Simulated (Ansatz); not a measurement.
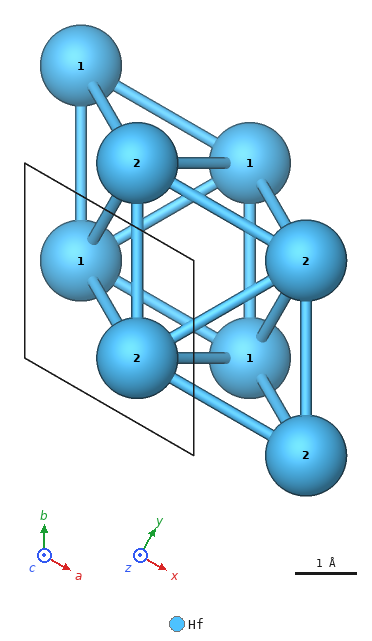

A scan of a crystal of Hf (P6_3/mmc): the cell is strained along y alone, with the atoms kept at their fractional coordinates. x, y and z are the Cartesian axes of the input. The picture shows the reference cell. A ball-and-stick model of the cell of the calculation, repeated 2 × 2 × 1 with one cell outlined, seen along the c axis.

Theory: Ansatz 0.2.0, DFT PBEsol, scalar-relativistic, plane waves, PAW. Settings: plane-wave cutoff 420 eV; k-point mesh 18 × 18 × 10; occupations gaussian; smearing width 0.15 eV; no spin polarisation. Energies (free energies at the smearing named) are counted from the cell as listed in its source, which wasn't relaxed.

The input:
```yaml
crystal:
  lattice:
    - [3.1966985242, 0.0, 0.0]
    - [-1.5983492621, 2.7684221302, 0.0]
    - [0.0, 0.0, 5.0578]
  atoms:
    - { symbol: Hf, position: [0.3333333333, 0.6666666667, 0.25] }
    - { symbol: Hf, position: [0.6666666667, 0.3333333333, 0.75] }
basis:
  ecutwfc: 420
kpoints:
  mp_grid: { grid: [18, 18, 10] }
hamiltonian:
  xc: pbesol
scf:
  occupations: { method: gaussian, width: 0.15 }
output:
  forces: true
  stress: true
  eigenvalues: true
```

Command:
```bash
ansatz run input.yaml --threads 1 --pin off --max-ram 2560MiB --backend cpu --events-out ev --progress --plain --runs-dir out
```

Give the energy at each point (the strain: −0.1000, −0.0750, −0.0500, −0.0250, 0.0000, 0.0250, 0.0500, 0.0750, 0.0875, 0.1000).

Answer.
| strain | E − E(ref) (meV/atom) |
| --- | --- |
| −0.1000 | 96.1 |
| −0.0750 | 41.8 |
| −0.0500 | 8.7 |
| −0.0250 | −4.7 |
| 0.0000 | 0.0 |
| 0.0250 | 20.5 |
| 0.0500 | 54.6 |
| 0.0750 | 100.0 |
| 0.0875 | 126.1 |
| 0.1000 | 154.1 |

Of the computed points the lowest is at the strain −0.025, −4.7 meV/atom. The end points stand at 96.1 meV/atom (−0.10) and 154.1 meV/atom (0.10). The unrelaxed reference is under a pressure of −3.8 GPa, which tilts the curve. The distortion takes the space group from P6_3/mmc to Cmcm. At the strain −0.10 the cell of the drawing goes b 3.197 → 2.960 Å, γ 120.0° → 122.7°.
